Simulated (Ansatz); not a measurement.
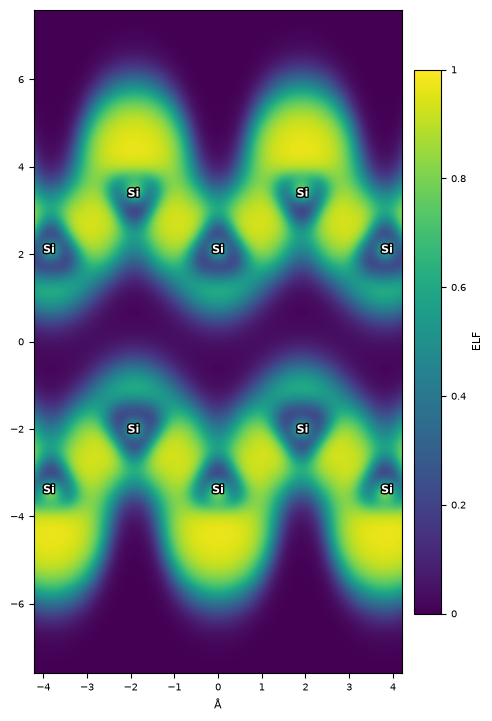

Si (slab). ELF on the (100) plane of the calculation cell, a cut from vacuum to vacuum.

Not relaxed (largest force 0.4 eV/Å).

Method: DFT PBE, scalar-relativistic, plane waves, PAW in Ansatz 0.2.0.

In a PAW calculation such maps are meaningful between the atoms, not at the nuclei.

```cif
data_structure
_symmetry_space_group_name_H-M 'P 1'
_symmetry_Int_Tables_number 1
_cell_length_a 3.8677
_cell_length_b 3.8677
_cell_length_c 30.8915
_cell_angle_alpha 90.000
_cell_angle_beta 90.000
_cell_angle_gamma 90.000
_cell_volume 462.11
loop_
_atom_site_label
_atom_site_type_symbol
_atom_site_fract_x
_atom_site_fract_y
_atom_site_fract_z
_atom_site_occupancy
Si1 Si 0.00000 0.50000 0.24429 1
Si2 Si 0.00000 0.00000 0.28898 1
Si3 Si 0.50000 0.00000 0.33323 1
Si4 Si 0.50000 0.50000 0.37715 1
Si5 Si 0.00000 0.50000 0.42221 1
Si6 Si 0.00000 0.00000 0.46381 1
```

Question: What does the map show?

Answer: The section cuts through Si sites.
Si–Si (2.32 Å): the ELF peaks at about 0.95 between the atoms.
Si–Si (2.38 Å): the ELF peaks at about 0.95 between the atoms.
The ELF also peaks beside Si, away from the bonds: lone-pair regions.

Question: Does the calculation give a band gap?

Answer: It is gapless in this calculation (a metal or semimetal).
